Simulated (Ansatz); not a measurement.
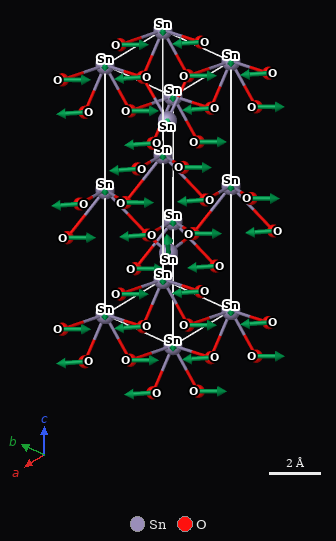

A relaxation of a crystal of SnO (built on the database_36 type) (coarse preliminary run). The starting structure is drawn; green arrows show the displacements (the part carried along by the change of the cell is left out), 3 times their true length.

The picture is a ball-and-stick view of the cell of the calculation, seen from a free direction.

Case: structure reported for this formula (Cmc2_1, No. 36).

Level of theory: DFT PBE, scalar-relativistic, plane waves, PAW in Ansatz 0.2.0. Settings: plane-wave cutoff 420 eV; k-point mesh 4 × 4 × 2; occupations gaussian; smearing width 0.1 eV; no spin polarisation; cell and atoms relaxed; force threshold 0.04 eV/Å; at most 70 steps.

What happened in the run?

The largest moves relative to the cell, 0.38 Å, are those of O atoms. By element the largest moves are O 0.38 Å, Sn 0.34 Å. The drawn cell changes as follows: a = b 3.799 → 3.866 Å (+1.8 %), c 11.120 → 10.280 Å (−7.6 %), γ 97.7° → 90.0°; the volume changes by −3.4 %. Some distances before and after: O–O 1.800 → 2.732 Å, O–Sn 2.765 → 2.255 Å, O–Sn 2.527 → 2.255 Å, O–Sn 1.992 → 2.255 Å. New bonds form: O–Sn (2.77 → 2.25 Å). Bond angles that change, for instance: Sn–O–Sn 127.7° → 105.4°, Sn–O–Sn 108.3° → 118.0°, O–Sn–O 108.3° → 118.0°. The space group (tolerance 0.01 Å) goes from Cmc2_1 (No. 36) to P4/nmm (No. 129). Over 5 accepted moves (7 points after the start) the energy falls by 944 meV per atom. Largest force component: 8.8 eV/Å at the start, 0.0044 eV/Å at the end. The pressure goes from 9.96 to 0.00 GPa. The SCF was repeated twice at an unchanged geometry on a basis and grid sized afresh for the cell, which shifted the energy by 3.3 meV per atom at most.
